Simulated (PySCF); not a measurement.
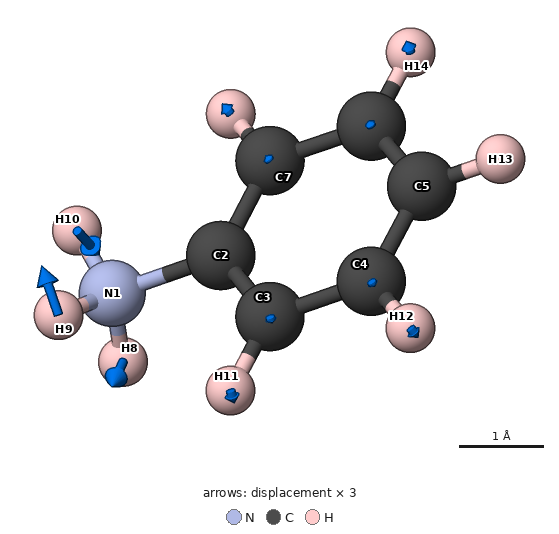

This is a relaxation of C$_{6}$H$_{8}$N (charge +1). The starting structure is drawn; blue arrows show the displacements, 3 times their true length. The two geometries are superimposed by the best rigid fit.

The picture is a ball-and-stick view, seen from a free direction.

The start comes from GFN2-xTB.

Theory: PBE0-D3(BJ)/def2-SVP geometry optimisation, gas phase (PySCF). 

**What happened in the run?**

An H atom moves most after the best rigid fit: 0.21 Å. Largest moves by element: H 0.21 Å, C 0.03 Å, N 0.01 Å. Some distances before and after: C–H 1.078 → 1.092 Å, C–N 1.488 → 1.477 Å, C–C 1.386 → 1.395 Å. The energy falls by 3.70 kJ/mol in 4 geometry steps. The largest force component goes from 0.65 to 0.016 eV/Å.
